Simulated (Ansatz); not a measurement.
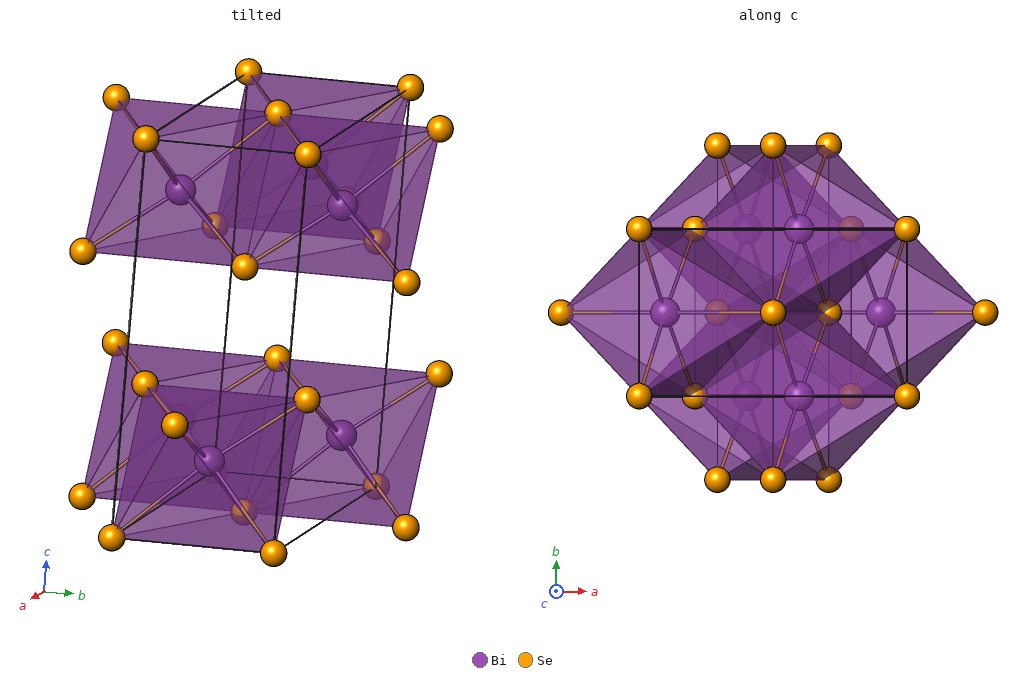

Figure: polyhedral view slightly off an axis and along the c axis. Lines trace the edges of the conventional unit cell. A few atoms beyond the faces are included.

Bi2Se3, space group C2/m (No. 12), a = 7.175 Å, b = 4.349 Å, c = 10.043 Å, α = 90.00°, β = 103.78°, γ = 90.00°. The model was built from a structure type filled with these elements by a generator (whether the compound takes this form wasn't checked). The cell was then strained or its atoms displaced on purpose. It went into a calculation with Ansatz.

This one geometry was computed with Ansatz (DFT, plane waves, PAW) at three levels of theory: r2SCAN, HSE06 and PBE.

Q: Which level gives the highest pressure at this volume, and what does that say about its equilibrium volume?

A: Highest: PBE (0.2 GPa), which points to the largest equilibrium volume. Lowest, with the smallest volume: HSE06 (-1.7 GPa). Levels within 0.5 GPa of each other can't be told apart.

Q: How does the band gap change with the level of theory?

A: PBE: a gap of 0.27 eV, direct; r2SCAN: a gap of 0.53 eV, direct; HSE06: a gap of 0.74 eV, direct.

Q: Collect the results in a table.

A:
| level | cutoff (eV) | k-mesh of the run's cell | gap (eV) | pressure (GPa) |
| --- | --- | --- | --- | --- |
| r2SCAN | 500 | 8×8×8 | 0.53 | -1.0 |
| HSE06 | 420 | 4×4×4 | 0.74 | -1.7 |
| PBE | 420 | 8×8×8 | 0.27 | 0.2 |

Gaps are taken on the k-mesh or band path of each run.
